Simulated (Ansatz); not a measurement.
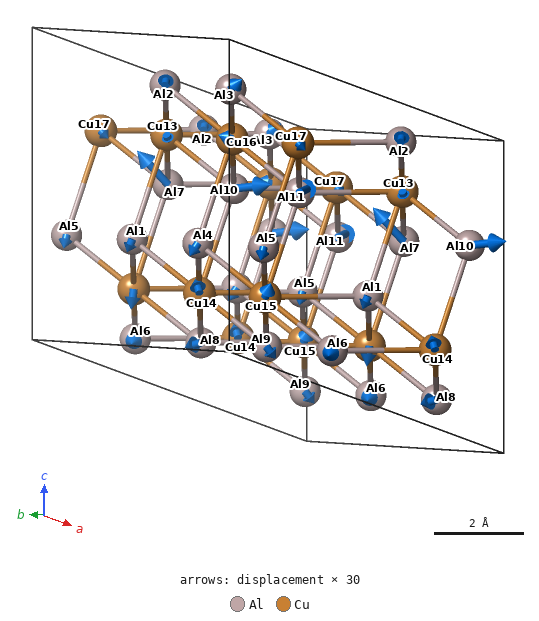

This is a relaxation of a defect cell of composition Al₁₁Cu₆. The starting structure is drawn; blue arrows show the displacements, magnified 30 times.

A ball-and-stick model of the conventional cell (2 times the calculation's cell), seen from a free direction. Lengths and directions refer to the drawn axes.

Case: Al vacancy (site c), charge +0, atoms relaxed at the host's cell.

The calculation used DFT PBE, scalar-relativistic, plane waves, PAW in Ansatz 0.2.0. Set-up: plane-wave cutoff 420 eV; k-point mesh 5 × 4 × 5; occupations gaussian; smearing width 0.1 eV; mesh shifted by (0, 0.5, 0); no spin polarisation; atoms relaxed in a fixed cell; force threshold 0.025 eV/Å; at most 45 steps.

> Atoms of which element are displaced furthest, and by how much?

Aluminium: up to 0.036 Å, against 0.016 Å for copper.

> Describe the change and its energy.

After 2 accepted moves (3 points after the start) the energy has fallen by 13.5 meV per cell of the calculation. The largest force component goes from 0.18 to 0.0091 eV/Å. 1 step only repeated the SCF at the same geometry. An Al atom moves most: 0.036 Å along [−2 0 1]. By element the largest moves are Al 0.036 Å, Cu 0.016 Å. The cell stays as it was. Some distances before and after: Al–Cu 2.504 → 2.536 Å, Al–Cu 2.504 → 2.476 Å, Al–Cu 2.504 → 2.509 Å. The run took 2.9 min on 4 threads of Intel(R) Xeon(R) Processor @ 2.50GHz (Skylake/Cascade Lake) (shared host), peak memory 1.2 GiB.

Limits of the set-up: the periodic images lie only 7.1 Å apart, so the values are limited by the cell's size.
